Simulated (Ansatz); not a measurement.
## Co$_{3}$Si: geometry relaxation (part 2 of 3)

Continued. System: Co$_{3}$Si (8 atoms in the cell). Method: DFT r2SCAN, scalar-relativistic, plane waves, PAW, spin-polarised (Ansatz 0.2.0); cutoff 500 eV, 12×12×10 k-mesh, Gaussian smearing of 0.1 eV, collinear spins. The structure derives from a Materials Project entry.

Geometry of the input (Å; fractional positions):
```
4.9765  0.0000  0.0000
-2.4882  4.3097  0.0000
0.0000  0.0000  3.9728
Co 0.1675  0.3349  0.7500
Co 0.6651  0.8325  0.7500
Co 0.1675  0.8325  0.7500
Co 0.8325  0.6651  0.2500
Co 0.3349  0.1675  0.2500
Co 0.8325  0.1675  0.2500
Si 0.6667  0.3333  0.7500
Si 0.3333  0.6667  0.2500
```

The program's output, continued
```
relax step   3: F+E_penalty+E_count = -32068.63459513 eV  Δ(F+E_penalty+E_count) = -2.702e-2 eV  max|allowed force component| = 3.298e-2 eV/Å  Δτ_max = 0.0079 Å  P = +0.108 GPa  Ω = 84.664 Å³  energy of the carried Pulay correction = +3.743e-4 eV  (10 SCF iters, dr2 threshold 8.00e-7 eV, accepted)
SCF 4 converged in 7 iterations: F = -32068.635438 eV  dr2 = 1.61e-8
relax step   4: F+E_penalty+E_count = -32068.63543840 eV  Δ(F+E_penalty+E_count) = -8.433e-4 eV  max|allowed force component| = 3.036e-3 eV/Å  Δτ_max = 0.0013 Å  P = -0.028 GPa  Ω = 84.691 Å³  energy of the carried Pulay correction = +3.559e-4 eV  (7 SCF iters, dr2 threshold 8.00e-7 eV, accepted)
SCF 5 converged in 12 iterations: F = -32068.635368 eV  dr2 = 5.17e-12
relax step   5: F+E_penalty+E_count = -32068.63536757 eV  Δ(F+E_penalty+E_count) = +7.084e-5 eV  max|allowed force component| = 2.914e-3 eV/Å  Δτ_max = 0.0000 Å  P = -0.032 GPa  Ω = 84.691 Å³  stress off target by 5.69e-2 GPa  SCF on the basis re-selected at this cell (its energy is not comparable with the rows above)  (12 SCF iters)
SCF 6 converged in 9 iterations: F = -32068.635370 eV  dr2 = 1.68e-9
relax step   6: F+E_penalty+E_count = -32068.63537030 eV  Δ(F+E_penalty+E_count) = -2.738e-6 eV  max|allowed force component| = 7.753e-3 eV/Å  Δτ_max = 0.0005 Å  P = -0.000 GPa  Ω = 84.680 Å³  energy of the carried Pulay correction = +7.625e-6 eV  (9 SCF iters, dr2 threshold 8.10e-9 eV, rejected (line search))
SCF 7 converged in 10 iterations: F = -32068.635376 eV  dr2 = 1.69e-11
relax step   7: F+E_penalty+E_count = -32068.63537617 eV  Δ(F+E_penalty+E_count) = -8.606e-6 eV  max|allowed force component| = 1.188e-3 eV/Å  Δτ_max = 0.0001 Å  P = -0.011 GPa  Ω = 84.684 Å³  energy of the carried Pulay correction = +4.939e-6 eV  (10 SCF iters, accepted)
iter 1 solved again at ethr=7.34e-8 eV; its pass at ethr=3.10e-3 eV (dr2=8.07e-5 eV) is discarded
SCF iter   1: F=—  HF=-32068.635362 eV  |F-HF|=—  |Δ(HF+E_count)|=         —  Δρ=7.58e-5 (↑5.35e-5 ↓7.58e-5)  dr2=7.93e-6  dr2_τ=2.23e-8  dr2_m=1.30e-7  M=7.878 μB ∫|m|=9.357 μB  β_m=1.00  ethr=7.34e-8  ⟨swp⟩=3.8  Hψ=108261  notcnv=0
preconditioner: auto → none  [metal: Δε(μ)=0.005 eV  Ē_g=8.306 eV  σ=0.100 eV  W_gap=0.03  n_scr=8 (ndim 8)  ℏωp=31.8 eV  f_vac=0.001  D(μ)=4.52/eV (n_scr^D=46)]
SCF iter   2: F=—  HF=-32068.635374 eV  |F-HF|=—  |Δ(HF+E_count)|=   1.16e-5  Δρ=6.82e-5 (↑5.83e-5 ↓6.82e-5)  dr2=7.78e-6  dr2_τ=4.07e-8  dr2_m=3.72e-8  M=7.879 μB ∫|m|=9.358 μB  β_m=1.00  ethr=7.21e-9  ⟨swp⟩=2.0  Hψ=23637  notcnv=0  κ⁻¹=1.0e0(r=1)
SCF iter   3: F=—  HF=-32068.635372 eV  |F-HF|=—  |Δ(HF+E_count)|=   1.62e-6  Δρ=3.86e-5 (↑2.39e-5 ↓3.86e-5)  dr2=1.92e-6  dr2_τ=6.16e-9  dr2_m=5.22e-8  M=7.879 μB ∫|m|=9.358 μB  β_m=1.00  ethr=7.07e-9  ⟨swp⟩=2.2  Hψ=20886  notcnv=0  κ⁻¹=1.9e-3(r=2)
SCF iter   4: F=—  HF=-32068.635372 eV  |F-HF|=—  |Δ(HF+E_count)|=   2.68e-7  Δρ=2.70e-5 (↑1.70e-5 ↓2.70e-5)  dr2=9.60e-7  dr2_τ=2.47e-9  dr2_m=2.45e-8  M=7.879 μB ∫|m|=9.358 μB  β_m=1.00  ethr=1.75e-9  ⟨swp⟩=1.0  Hψ=16416  notcnv=0  κ⁻¹=4.2e-5(r=3)
SCF iter   5: F=—  HF=-32068.635372 eV  |F-HF|=—  |Δ(HF+E_count)|=   2.18e-7  Δρ=1.20e-5 (↑8.21e-6 ↓1.20e-5)  dr2=2.03e-7  dr2_τ=4.64e-10  dr2_m=3.58e-9  M=7.879 μB ∫|m|=9.358 μB  β_m=1.00  ethr=8.73e-10  ⟨swp⟩=1.1  Hψ=16478  notcnv=0  κ⁻¹=4.7e-6(r=4)
SCF iter   6: F=—  HF=-32068.635372 eV  |F-HF|=—  |Δ(HF+E_count)|=   1.55e-8  Δρ=9.05e-6 (↑6.16e-6 ↓9.05e-6)  dr2=1.14e-7  dr2_τ=2.70e-10  dr2_m=2.08e-9  M=7.879 μB ∫|m|=9.358 μB  β_m=1.00  ethr=1.84e-10  ⟨swp⟩=1.0  Hψ=16416  notcnv=0  κ⁻¹=1.3e-6(r=5)
SCF iter   7: F=—  HF=-32068.635372 eV  |F-HF|=—  |Δ(HF+E_count)|=   5.79e-9  Δρ=6.94e-6 (↑4.73e-6 ↓6.94e-6)  dr2=6.56e-8  dr2_τ=1.78e-10  dr2_m=1.25e-9  M=7.879 μB ∫|m|=9.358 μB  β_m=1.00  ethr=1.03e-10  ⟨swp⟩=1.0  Hψ=16416  notcnv=0  κ⁻¹=1.7e-7(r=6)
SCF iter   8: F=—  HF=-32068.635372 eV  |F-HF|=—  |Δ(HF+E_count)|=  5.97e-10  Δρ=5.89e-6 (↑4.06e-6 ↓5.89e-6)  dr2=4.75e-8  dr2_τ=1.33e-10  dr2_m=8.53e-10  M=7.879 μB ∫|m|=9.358 μB  β_m=1.00  ethr=5.97e-11  ⟨swp⟩=1.0  Hψ=16416  notcnv=0  κ⁻¹=6.4e-8(r=7)
SCF iter   9: F=—  HF=-32068.635372 eV  |F-HF|=—  |Δ(HF+E_count)|=  4.77e-10  Δρ=4.57e-6 (↑3.20e-6 ↓4.57e-6)  dr2=2.88e-8  dr2_τ=8.50e-11  dr2_m=4.84e-10  M=7.879 μB ∫|m|=9.358 μB  β_m=1.00  ethr=4.32e-11  ⟨swp⟩=1.0  Hψ=16416  notcnv=0  κ⁻¹=2.8e-9(r=8)
SCF iter  10: F=—  HF=-32068.635372 eV  |F-HF|=—  |Δ(HF+E_count)|=  8.91e-10  Δρ=3.81e-6 (↑2.68e-6 ↓3.81e-6)  dr2=2.01e-8  dr2_τ=5.78e-11  dr2_m=3.33e-10  M=7.879 μB ∫|m|=9.358 μB  β_m=1.00  ethr=2.62e-11  ⟨swp⟩=1.0  Hψ=16416  notcnv=0  κ⁻¹=2.2e-8(r=8)
SCF iter  11: F=—  HF=-32068.635372 eV  |F-HF|=—  |Δ(HF+E_count)|=   4.83e-9  Δρ=9.72e-8 (↑9.72e-8 ↓6.92e-8)  dr2=3.11e-12  dr2_τ=3.92e-13  dr2_m=2.59e-12  M=7.879 μB ∫|m|=9.358 μB  β_m=1.00  ethr=1.82e-11  ⟨swp⟩=1.0  Hψ=16416  notcnv=0  κ⁻¹=8.9e-8(r=8)
SCF iter  12: F=-32068.635372 eV  HF=-32068.635372 eV  |F-HF|=3.64e-12  |Δ(HF+E_count)|=  1.20e-10  Δρ=8.67e-8 (↑6.64e-8 ↓8.67e-8)  dr2=1.49e-11  dr2_τ=6.53e-14  dr2_m=1.48e-13  M=7.879 μB ∫|m|=9.358 μB  ethr=1.00e-12  ⟨swp⟩=4.3  Hψ=68609  notcnv=0
SCF 8 converged in 12 iterations: F = -32068.635372 eV  dr2 = 1.49e-11
relax step   8: F+E_penalty+E_count = -32068.63537151 eV  Δ(F+E_penalty+E_count) = +4.663e-6 eV  max|allowed force component| = 1.187e-3 eV/Å  Δτ_max = 0.0000 Å  P = -0.011 GPa  Ω = 84.684 Å³  stress off target by 2.74e-2 GPa  SCF on the basis re-selected at this cell (its energy is not comparable with the rows above)  (12 SCF iters)
```

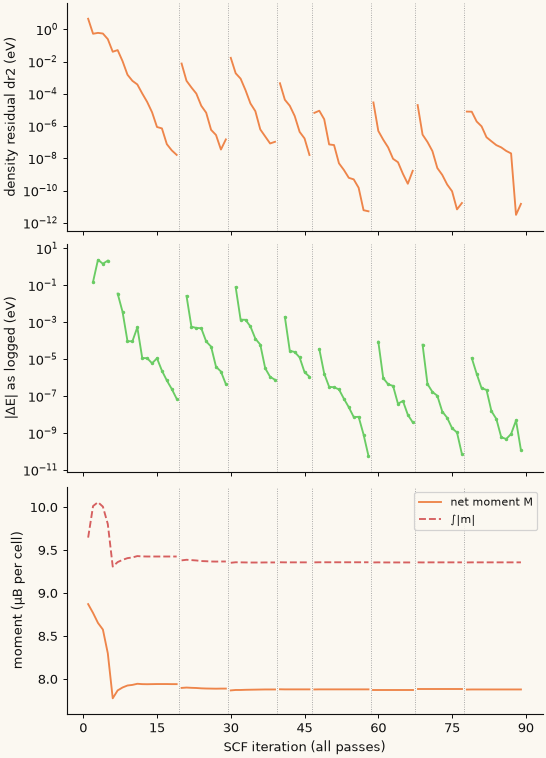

**Figure 1.** Convergence of the self-consistent field: density residual dr2, size of the energy change and magnetic moment against the SCF iteration. The dotted lines part the SCF passes of the relaxation: geometry steps, rejected trials and re-solves on a re-selected basis. The 8 passes take 7 to 19 iterations each, 89 in all. The net moment goes from 8.9 to 7.9 μB per cell.

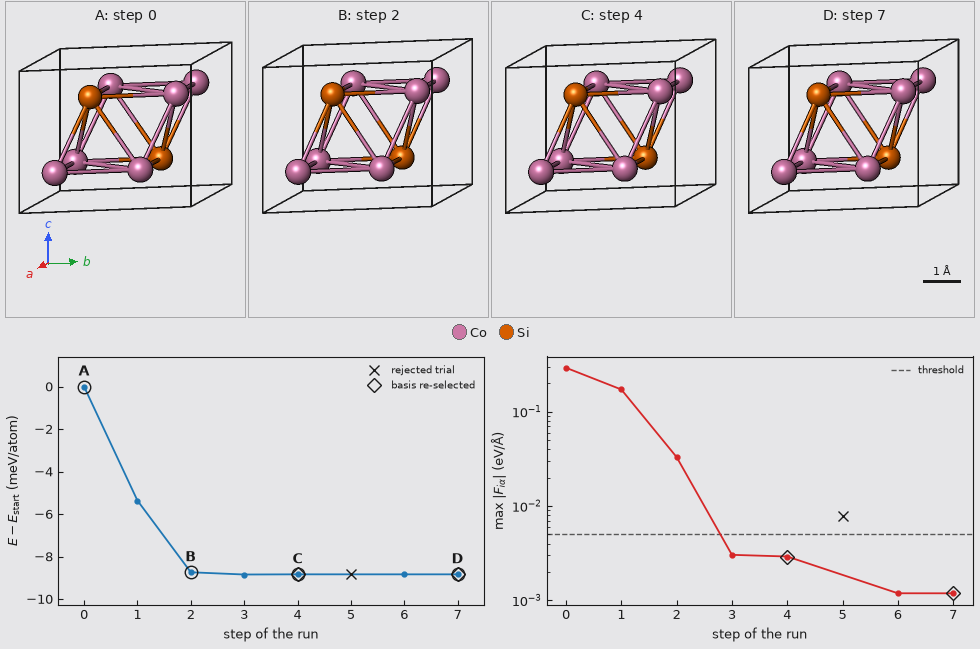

**Figure 2.** Frames of the relaxation (ball-and-stick view of the cell of the calculation, seen slightly off an axis) above the curves, on which the letters mark them (the first geometry is step 0 here and step 1 in the log).

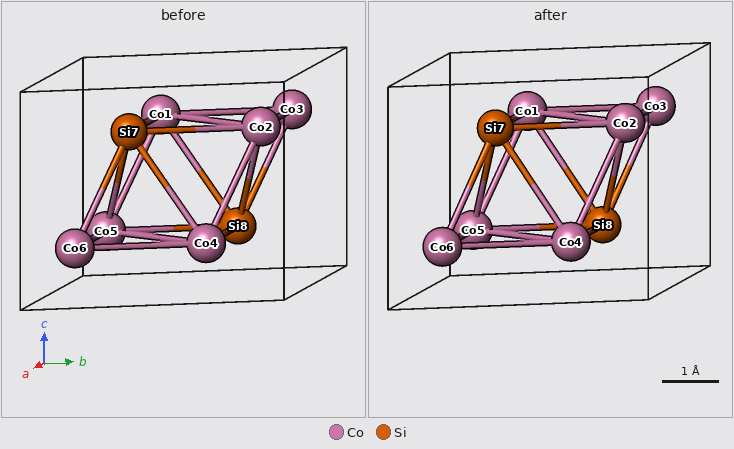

**Figure 3.** Before (left) and after (right) the relaxation, at one scale (ball-and-stick view of the cell of the calculation, seen slightly off an axis). The largest moves relative to the cell, 0.012 Å, are those of Co1, Co2, Co3, Co4, Co5 and Co6. Si stays in place. Cell: a = b 4.976 → 4.909 Å (−1.4 %), c 3.973 → 4.058 Å (+2.1 %). Volume −0.6 %. Among the contacts that change: Co1–Co2 2.476 → 2.422 Å, Co1–Si7 2.488 → 2.455 Å, Co1–Co5 2.456 → 2.486 Å, Co1–Si8 2.447 → 2.464 Å. The space group stays P6_3/mmc (No. 194). The energy falls by 8.8 meV per atom in 5 geometry steps. The largest force component goes from 0.29 to 0.0012 eV/Å. The pressure goes from −1.54 to −0.01 GPa. The line search rejected the trial step at point 5 (counted from 0) and went back. The basis was re-selected once at an unchanged geometry, which shifts the energy a little without any move. The energy change given includes the shifts at the re-selections in mid-walk, which come without any move. A last SCF at the same geometry on a re-selected plane-wave basis shifts the energy by +0.0 meV per atom. (Atoms are counted from 1 in the order of the input.)

```
basis re-selected at this cell: Δ(F+E_penalty+E_count) = +4.663e-6 eV, ΔP = +0.000 GPa vs the last step (what re-selecting the basis moved, of the pressure what is left beyond the Pulay correction that the steps carried, after the strain that the cell walked since its last selection, with what the two solves' SCF thresholds leave and, on support functions, any second-order correction that the steps lacked; it is no measure of the basis error at this ecutwfc). This SCF's stress stands 2.74e-2 GPa from its target on what of the cell is left free (relax.cell.stress_tol is 5.00e-2 GPa) and its largest allowed force component is 1.19e-3 eV/Å (relax.f_tol is 5.00e-3 eV/Å): within both
SCF converged after 12 iterations
Stability not checked: this state was not tested for a lower state beside it, because the mixer in use, unlike msr1, does not test its closes by its own steps (another_mixer; see scf.mixing.algorithm and scf.lower_state_search)
Magnetization: 7.8788 μB (58.9394 up, 51.0606 down)
Absolute magnetization: 9.3620 μB (∫|ρ↑−ρ↓|, with the PAW one-centre terms)
Spin contamination: 0.2329 ħ² per cell (⟨S²⟩ above its minimum at these occupations)
Per-site moments (μB) at R_I (Å): [(1.426198962788048, 0.9989577186132258), (1.4261989627880458, 0.9989577186132256), (1.4261989627880467, 0.9989577186132256), (1.4261989627880478, 0.9989577186132256), (1.4261989627880467, 0.9989577186132256), (1.4261989627880471, 0.9989577186132256), (-0.0811348054457943, 1.0125100173251054), (-0.08113480544579423, 1.0125100173251054)]
Free energy (F): -32068.635372 eV
Harris-Foulkes:  -32068.635372 eV  (|F-HF|=3.64e-12)
Internal energy: -32068.612783 eV  (E = F + TS)
E sigma→0 (E₀):  -32068.624077 eV
Entropy (-TS):   -0.022588 eV (-2.824 meV/atom)
Fermi energy:    18.348196 eV
--- Per-component energies (eV) ---
  E_band       = -1565.127064
  E_kinetic    = 2825.253178
  E_local      = -19126.579277  (includes V_loc(G=0)·N_el)
  E_nonlocal   = 2794.674350
  E_hartree    = 8201.285384
  E_xc         = -1055.625679
  E_vxc        = -1490.313461  (∫ρ·V_xc dr)
  E_paw        = -10189.322089  (= ΣΔE_a)
  E_vpaw       = -3063.940723  (= ΣTr[D̂ρ^β])
  E_aug_tail   = 0.000212  (compensation charges beyond the density's cutoff)
  E_vtau       = 93.208553  (kinetic-family band-sum trace: ∫τ·v_τ [+ j·A + Jᵃ·Aᵃ] dr)
  E_ewald      = -15516.374758
  E_core_change = -1.924103  (= ΣΔE_core)
  E_smearing   = -0.022588  (= −TS)
  E_closure    = -0.000000  (closes the sum)
  Σ components = -32068.635372   (vs F -32068.635372, Δ=0.00e0)
--- Forces (eV/Å), atoms counted from 1 ---
  atom   1  Co     0.00000000     0.00118679     0.00000000
  atom   2  Co    -0.00102779    -0.00059339     0.00000000
  atom   3  Co     0.00102779    -0.00059339    -0.00000000
  atom   4  Co     0.00000000    -0.00118679     0.00000000
  atom   5  Co     0.00102779     0.00059339    -0.00000000
  atom   6  Co    -0.00102779     0.00059339     0.00000000
  atom   7  Si    -0.00000000     0.00000000     0.00000000
  atom   8  Si    -0.00000000    -0.00000000     0.00000000
  max |Σ_I F_I| component: 3.48e-17 eV/Å
--- Stress (GPa, compression-positive) ---
       -0.027445      -0.000000       0.000000
       -0.000000      -0.027445       0.000000
        0.000000       0.000000       0.020995
  P = ⅓ Tr σ = -0.0113 GPa (-0.113 kbar)
--- Band table (eV; the first three rows and the last of 228) ---
  k-point 0 ↑: bands = ["-81.5661", "-81.5299", "-81.5247", "-81.5247", "-81.5072", "-81.5072", "-43.7379", "-43.6513", "-43.6513", "-43.6013", "-43.5516", "-43.5462", "-43.5462", "-43.5195", "-43.3761", "-43.3761", "-43.3487", "-43.3487", "-43.0797", "-43.0797", "-43.0303", "-43.0303", "-43.0094", "-42.9324", "5.5264", "9.4251", "12.1617", "12.9389", "12.9389", "13.0492", "13.0492", "13.0568", "13.0644", "13.6357", "13.6357", "13.7634", "13.7634", "13.8927", "14.9582", "14.9582", "15.0287", "15.1114", "15.1405", "15.3041", "15.3041", "16.1401", "16.1401", "16.2697", "16.2697", "16.4042", "16.4042", "16.4750", "16.4750", "17.1938", "17.2522", "17.4375", "17.5814", "18.1311", "18.1311", "18.3024", "19.3112", "19.3112", "20.9301", "22.1575", "24.8323", "24.8323", "25.7586", "25.7586", "26.3641", "26.7800", "26.7800", "27.0564"]
  k-point 1 ↑: bands = ["-81.5652", "-81.5308", "-81.5243", "-81.5243", "-81.5076", "-81.5076", "-43.7337", "-43.6498", "-43.6498", "-43.6024", "-43.5518", "-43.5503", "-43.5503", "-43.5226", "-43.3747", "-43.3747", "-43.3489", "-43.3489", "-43.0778", "-43.0778", "-43.0308", "-43.0308", "-43.0075", "-42.9343", "5.6173", "9.3539", "12.2530", "12.8784", "12.9591", "12.9753", "12.9753", "13.0342", "13.0342", "13.6694", "13.6694", "13.7858", "13.7858", "13.9253", "14.9646", "15.0639", "15.0639", "15.0724", "15.2776", "15.2776", "15.2995", "16.1232", "16.1232", "16.1987", "16.1987", "16.4150", "16.4150", "16.5175", "16.5175", "17.1218", "17.1731", "17.4484", "17.5787", "18.0370", "18.0370", "18.2836", "19.2227", "19.2227", "21.4175", "21.8924", "24.5073", "24.5073", "25.3045", "25.3045", "26.2263", "26.8802", "27.1657", "27.1657"]
```
